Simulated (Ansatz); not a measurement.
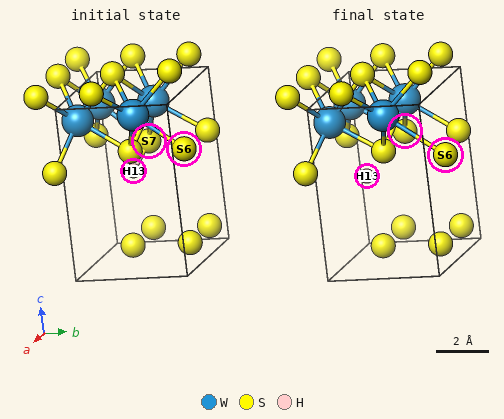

The two relaxed end points of a path for a defect cell of composition HW4S8 (cell charge −1) (13 atoms in the cell). Style: ball-and-stick. Shown: the reduced simulation cell (origin moved), slightly off an axis. The atoms that move most are ringed. Lengths and directions refer to the drawn axes. Bonds to atoms that aren't drawn are left out.

These are results of Ansatz, DFT PBE, scalar-relativistic, plane waves, PAW, not measurements.

The input:
```yaml
crystal:
  lattice:
    - [3.187747326, -5.5213403304, 0.0]
    - [-3.187747326, -5.5213403304, 0.0]
    - [0.0, -3.6808935536, -7.4744493696]
  atoms:
    - { symbol: W, position: [0.4862813956, 0.4978353506, 1.0155285254] }
    - { symbol: W, position: [0.0013917069, 0.4963120358, 0.9898373846] }
    - { symbol: W, position: [0.4937389349, 0.0023180689, 0.9990987251] }
    - { symbol: W, position: [0.0013911867, 0.0099286777, 0.9898396025] }
    - { symbol: S, position: [0.8993981515, 0.906438351, 0.7851959573] }
    - { symbol: S, position: [0.4132984428, 0.8882933046, 0.7911494555] }
    - { symbol: S, position: [0.9577880256, 0.3944620309, 0.750749239] }
    - { symbol: S, position: [0.4132985769, 0.4047321894, 0.7911540478] }
    - { symbol: S, position: [0.764031801, 0.7653381067, 0.2027627686] }
    - { symbol: S, position: [0.2498583991, 0.7742198928, 0.2114450471] }
    - { symbol: S, position: [0.7638647602, 0.2632903615, 0.2070240858] }
    - { symbol: S, position: [0.2498592672, 0.2619494008, 0.2114393888] }
    - { symbol: H, position: [0.2061507721, 0.3286205965, 0.6340731023] }
total_charge: -1
basis:
  ecutwfc: 420
  xc_grid: 2
kpoints:
  mp_grid: { grid: [3, 3, 3], shift: [0.0, 0.0, 0.0] }
hamiltonian:
  xc: pbe
scf:
  occupations: { method: gaussian, width: 0.02 }
output:
  forces: true
neb:
  images: 5
  f_tol: 0.05
  max_iterations: 70
  order_check: false
  final_atoms:
    - { symbol: W, position: [0.4978353506, 0.4862813956, 1.0155285254] }
    - { symbol: W, position: [0.0023180689, 0.4937389349, 0.9990987251] }
    - { symbol: W, position: [0.4963120358, 0.0013917069, 0.9898373846] }
    - { symbol: W, position: [0.0099286777, 0.0013911867, 0.9898396025] }
    - { symbol: S, position: [0.906438351, 0.8993981515, 0.7851959573] }
    - { symbol: S, position: [0.3944620309, 0.9577880256, 0.750749239] }
    - { symbol: S, position: [0.8882933046, 0.4132984428, 0.7911494555] }
    - { symbol: S, position: [0.4047321894, 0.4132985769, 0.7911540478] }
    - { symbol: S, position: [0.7653381067, 0.764031801, 0.2027627686] }
    - { symbol: S, position: [0.2632903615, 0.7638647602, 0.2070240858] }
    - { symbol: S, position: [0.7742198928, 0.2498583991, 0.2114450471] }
    - { symbol: S, position: [0.2619494008, 0.2498592672, 0.2114393888] }
    - { symbol: H, position: [0.3286205965, 0.2061507721, 0.6340731023] }
```

Command:
```bash
ansatz run input.yaml --threads 4 --pin off --max-ram 10240MiB --backend cpu --events-out ev --progress --plain --runs-dir out
```

Question: What barrier does the band find between them, and by what path?

Answer: The two ends have the same energy, and the highest point, image 3, lies 0.30 eV above the start. The H atom travels furthest, 0.78 Å from end to end, along [1 −1 0], on a path that bends up to 0.10 Å away from the straight line. It doesn't move alone: S (0.43 Å), S (0.43 Å) move with it. Breaking: H–S (1.45 → 2.48 Å). Forming: H–S (2.48 → 1.45 Å). The band is converged.

Energies of the converged images:

| image | path (Å) | E (eV) |
| --- | --- | --- |
| 0 | 0.00 | 0.000 |
| 1 | 0.19 | 0.045 |
| 2 | 0.38 | 0.215 |
| 3 | 0.57 | 0.303 |
| 4 | 0.76 | 0.215 |
| 5 | 0.95 | 0.045 |
| 6 | 1.14 | 0.000 |

The geometry at the top of the path:

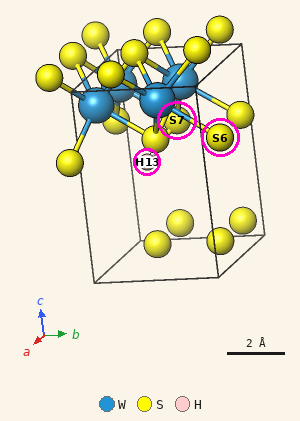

Limits of the set-up: the periodic images lie only 6.4 Å apart, so the values are limited by the cell's size; the cell is charged, on a uniform background, and energies carry no finite-size correction.

The run took 110 s on 4 threads of Intel(R) Xeon(R) 6975P-C (Granite Rapids) (shared host), peak memory 1.7 GiB.
